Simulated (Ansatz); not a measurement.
# What a change does: single-point calculation on Cu

System: Cu (P2₁/m, 2 atoms in the cell).
Method of run A: DFT PBEsol, scalar-relativistic, plane waves, PAW, no spin polarisation (Ansatz 0.2.0).

The structure derives from a Materials Project entry. Text and figures count atoms from 1; the logs count them from 0 in places.

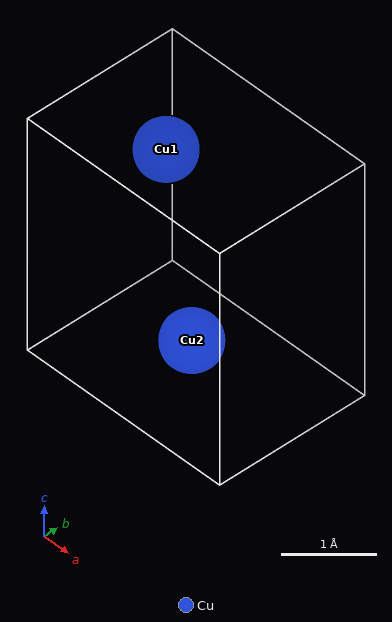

**Figure 1.** The structure as given in the input (ball-and-stick view of the cell of the calculation, set on other vectors, seen slightly off an axis; atoms are numbered from 1 in the order of the input). An atom can appear more than once, as a periodic image.

### The input, run A
```yaml
crystal:
  lattice:
    - [2.5340966698, 0.0, 0.0]
    - [-1.2670483349, 2.1945920917, 0.0]
    - [0.0, 0.0, 4.112571]
  atoms:
    - { symbol: Cu, position: [0.1557552617, 0.6666666667, 0.25] }
    - { symbol: Cu, position: [0.6666666667, 0.3333333333, 0.75] }
basis:
  ecutwfc: 420
kpoints:
  mp_grid: { grid: [24, 24, 12] }
hamiltonian:
  xc: pbesol
scf:
  occupations: { method: gaussian, width: 0.15 }
output:
  forces: true
  stress: true
  eigenvalues: true
```

Command:
```bash
ansatz run input.yaml --threads 1 --pin off --max-ram 2560MiB --backend cpu --events-out ev --progress --plain --runs-dir out
```

Hardware: 1 thread of Intel Xeon @ 2.50GHz (Skylake/Cascade Lake), 189 GiB of memory available, shared host.

### Output, shortened to warnings, some set-up lines, iterations and results (run A)
```
Basis set: ecut = 420 eV, 451 PW (Γ), exchange–correlation on 36×36×60 points (8 copies of the dense FFT grid, shifted against one another)
Symmetry: 4 space group operations
k-points: 2030 of 6912
Initial density: superposition of atomic densities (neutral atoms: chi_scale 0, normalization atom), corrected by the library's trained network
[...]
SCF iter   1: F=—  HF=-13177.398385 eV  |F-HF|=—  |Δ(HF+E_count)|=         —  Δρ=2.15e-2  dr2=5.48e-2  ethr=1.77e-3  ⟨swp⟩=4.9  Hψ=171312  notcnv=0
SCF iter   2: F=—  HF=-13177.386728 eV  |F-HF|=—  |Δ(HF+E_count)|=   1.17e-2  Δρ=5.21e-3  dr2=3.55e-3  ethr=1.44e-4  ⟨swp⟩=2.6  Hψ=85396  notcnv=0  defer=17
SCF iter   3: F=—  HF=-13177.385990 eV  |F-HF|=—  |Δ(HF+E_count)|=   7.38e-4  Δρ=1.39e-3  dr2=2.49e-4  ethr=9.35e-6  ⟨swp⟩=1.1  Hψ=46541  notcnv=0  defer=17
SCF iter   4: F=—  HF=-13177.385897 eV  |F-HF|=—  |Δ(HF+E_count)|=   9.25e-5  Δρ=7.40e-5  dr2=4.15e-7  ethr=6.56e-7  ⟨swp⟩=2.5  Hψ=67895  notcnv=0  defer=17
SCF iter   5: F=—  HF=-13177.385896 eV  |F-HF|=—  |Δ(HF+E_count)|=   1.60e-6  Δρ=8.26e-6  dr2=4.00e-9  ethr=1.09e-9  ⟨swp⟩=2.0  Hψ=79309  notcnv=0  defer=17
SCF iter   6: F=-13177.385896 eV  HF=-13177.385896 eV  |F-HF|=2.91e-11  |Δ(HF+E_count)|=   5.56e-9  Δρ=4.18e-7  dr2=2.84e-11  ethr=1.05e-11  ⟨swp⟩=2.5  Hψ=167856  notcnv=0
SCF 1 converged in 6 iterations: F = -13177.385896 eV  dr2 = 2.84e-11
SCF converged after 6 iterations
Free energy (F): -13177.385896 eV
Harris-Foulkes:  -13177.385896 eV  (|F-HF|=2.91e-11)
Internal energy: -13177.379305 eV  (E = F + TS)
E sigma→0 (E₀):  -13177.382600 eV
Entropy (-TS):   -0.006591 eV (-3.296 meV/atom)
Fermi energy:    17.277600 eV
--- Per-component energies (eV) ---
  E_band       = -699.523779
  E_kinetic    = 601.370478
  E_local      = -8005.118365  (includes V_loc(G=0)·N_el)
  E_nonlocal   = 782.875751
  E_hartree    = 3525.458611
  E_xc         = -178.667396
  E_vxc        = -231.600014  (∫ρ·V_xc dr)
  E_paw        = -3252.205187  (= ΣΔE_a)
  E_vpaw       = -897.969662  (= ΣTr[D̂ρ^β])
  E_aug_tail   = 0.000510  (compensation charges beyond the density's cutoff)
  E_ewald      = -6651.506111
  E_core_change = 0.412404  (= ΣΔE_core)
  E_smearing   = -0.006591  (= −TS)
  E_closure    = -0.000000  (closes the sum)
  Σ components = -13177.385896   (vs F -13177.385896, Δ=0.00e0)
--- Forces (eV/Å), atoms counted from 1 ---
  atom   1  Cu     0.60167826     0.40348319     0.00000000
  atom   2  Cu    -0.60167826    -0.40348319     0.00000000
  max |Σ_I F_I| component: 5.55e-17 eV/Å
--- Stress (GPa, compression-positive) ---
       -3.507755       5.138498       0.000000
        5.138498      -1.564394       0.000000
        0.000000       0.000000       8.665834
  P = ⅓ Tr σ = 1.1979 GPa (11.979 kbar)
```

Run B used a changed input.

### The two runs side by side

| quantity | run A | run B |
| --- | --- | --- |
| outcome | converged | converged |
| free energy per atom (eV) | −6588.6929 | −6588.5734 |
| energy per atom, smearing taken to zero (eV) | −6588.6913 | −6588.5718 |
| gap on the mesh (eV) | 0.00 | 0.00 |
| pressure (GPa) | 1.20 | 5.62 |
| largest force (eV/Å) | 0.724 | 1.323 |
| SCF iterations | 6 | 6 |
| irreducible k-points | 2030 | 2030 |
| plane waves at Γ | 451 | 451 |
| wall time (shared host) | 100 s | 90 s |

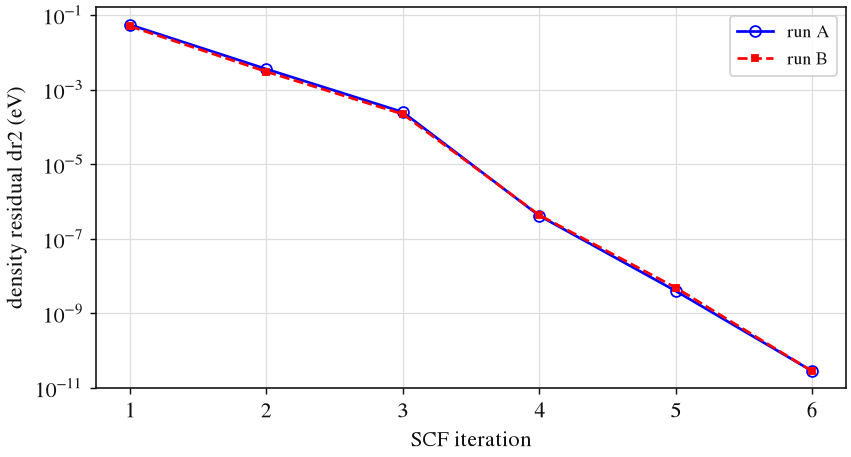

**Figure 2.** Convergence of the two runs: density residual dr2 against the SCF iteration. Run A takes 6 iterations in all, and run B takes 6.

Which change of the input explains these differences?

The change (lines with − go, lines with + come):
```diff
-    - { symbol: Cu, position: [0.1557552617, 0.6666666667, 0.25] }
+    - { symbol: Cu, position: [0.0532305142, 0.4616171717, 0.25] }
```

With the same functional and potentials, run B lies 119.5 meV per atom higher. The pressure goes from 1.20 to 5.62 GPa. The largest force goes from 0.724 to 1.323 eV/Å. The number of SCF iterations is the same.

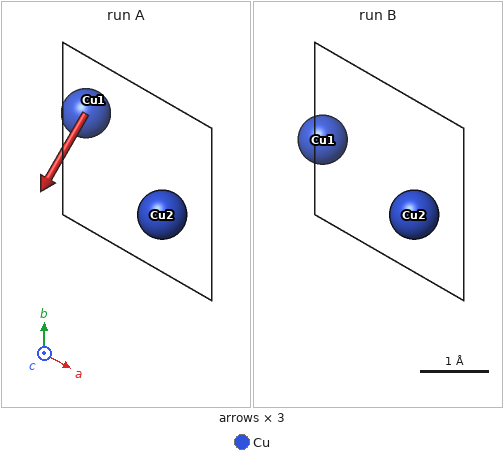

**Figure 3.** The two input geometries at one scale (ball-and-stick view of the cell of the calculation, along the c axis). The red arrows on the first give the shifts of the atoms relative to the cell, magnified 3 times. The atom that moves furthest is Cu1 (0.45 Å). The cell doesn't change. Among the contacts that change: Cu1–Cu2 2.563 → 2.844 Å.

### Output, shortened to warnings, some set-up lines, iterations and results (run B)
```
Basis set: ecut = 420 eV, 451 PW (Γ), exchange–correlation on 36×36×60 points (8 copies of the dense FFT grid, shifted against one another)
Symmetry: 4 space group operations
k-points: 2030 of 6912
Initial density: superposition of atomic densities (neutral atoms: chi_scale 0, normalization atom), corrected by the library's trained network
[...]
SCF iter   1: F=—  HF=-13177.158420 eV  |F-HF|=—  |Δ(HF+E_count)|=         —  Δρ=2.06e-2  dr2=4.99e-2  ethr=1.77e-3  ⟨swp⟩=4.9  Hψ=170416  notcnv=0
SCF iter   2: F=—  HF=-13177.147568 eV  |F-HF|=—  |Δ(HF+E_count)|=   1.09e-2  Δρ=4.83e-3  dr2=3.02e-3  ethr=1.31e-4  ⟨swp⟩=2.5  Hψ=84867  notcnv=0  defer=4
SCF iter   3: F=—  HF=-13177.146899 eV  |F-HF|=—  |Δ(HF+E_count)|=   6.69e-4  Δρ=1.33e-3  dr2=2.20e-4  ethr=7.94e-6  ⟨swp⟩=1.1  Hψ=46591  notcnv=0  defer=4
SCF iter   4: F=—  HF=-13177.146812 eV  |F-HF|=—  |Δ(HF+E_count)|=   8.63e-5  Δρ=7.84e-5  dr2=4.33e-7  ethr=5.80e-7  ⟨swp⟩=2.5  Hψ=67152  notcnv=0  defer=4
SCF iter   5: F=—  HF=-13177.146810 eV  |F-HF|=—  |Δ(HF+E_count)|=   2.31e-6  Δρ=9.48e-6  dr2=4.91e-9  ethr=1.14e-9  ⟨swp⟩=2.0  Hψ=76689  notcnv=0  defer=4
SCF iter   6: F=-13177.146810 eV  HF=-13177.146810 eV  |F-HF|=1.46e-11  |Δ(HF+E_count)|=   1.78e-9  Δρ=4.37e-7  dr2=2.83e-11  ethr=1.29e-11  ⟨swp⟩=2.4  Hψ=172650  notcnv=0
SCF 1 converged in 6 iterations: F = -13177.146810 eV  dr2 = 2.83e-11
SCF converged after 6 iterations
Free energy (F): -13177.146810 eV
Harris-Foulkes:  -13177.146810 eV  (|F-HF|=1.46e-11)
Internal energy: -13177.140536 eV  (E = F + TS)
E sigma→0 (E₀):  -13177.143673 eV
Entropy (-TS):   -0.006274 eV (-3.137 meV/atom)
Fermi energy:    17.269778 eV
--- Per-component energies (eV) ---
  E_band       = -700.224363
  E_kinetic    = 601.921394
  E_local      = -8042.323703  (includes V_loc(G=0)·N_el)
  E_nonlocal   = 783.886287
  E_hartree    = 3543.613888
  E_xc         = -178.751811
  E_vxc        = -231.715208  (∫ρ·V_xc dr)
  E_paw        = -3252.896424  (= ΣΔE_a)
  E_vpaw       = -899.221688  (= ΣTr[D̂ρ^β])
  E_aug_tail   = 0.000485  (compensation charges beyond the density's cutoff)
  E_ewald      = -6633.003057
  E_core_change = 0.412404  (= ΣΔE_core)
  E_smearing   = -0.006274  (= −TS)
  E_closure    = -0.000000  (closes the sum)
  Σ components = -13177.146810   (vs F -13177.146810, Δ=0.00e0)
--- Forces (eV/Å), atoms counted from 1 ---
  atom   1  Cu     1.24025473     0.45944541     0.00000000
  atom   2  Cu    -1.24025473    -0.45944541     0.00000000
  max |Σ_I F_I| component: 5.55e-17 eV/Å
--- Stress (GPa, compression-positive) ---
        1.181401       2.764967       0.000000
        2.764967      -8.041197       0.000000
        0.000000       0.000000      23.726140
  P = ⅓ Tr σ = 5.6221 GPa (56.221 kbar)
```
